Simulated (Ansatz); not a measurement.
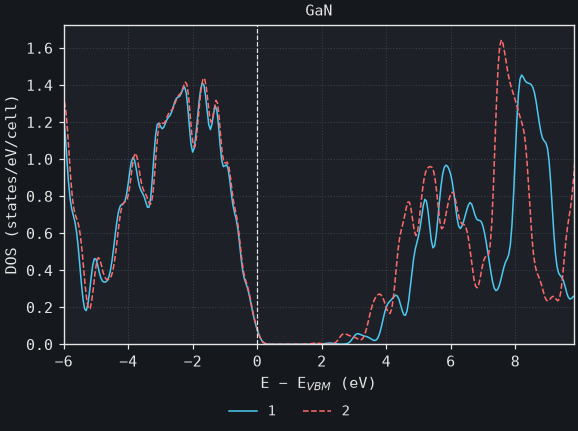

Total densities of states of GaN, space group I-4m2 (No. 119), 2 atoms in the cell, zincblende type, epitaxial (xy) strain −2.9%, by two methods on the same cell. The curves are built from the levels of the k mesh with Gaussians 0.3 eV wide, which also blur the band edges. Each is counted from its own valence-band top.

Q: Which curve is which? The methods: PBE, r2SCAN.

A: 1 is r2SCAN; 2 is PBE. r2SCAN gives a gap of 2.25 eV and PBE gives a gap of 1.83 eV.

Settings. r2SCAN: DFT, r2SCAN, plane waves, PAW, no spin polarisation, 10×10×10 k mesh, 500 eV cutoff (Ansatz 0.2.0). PBE: DFT, PBE, plane waves, PAW, no spin polarisation, 10×10×10 k mesh, 420 eV cutoff (Ansatz 0.2.0).
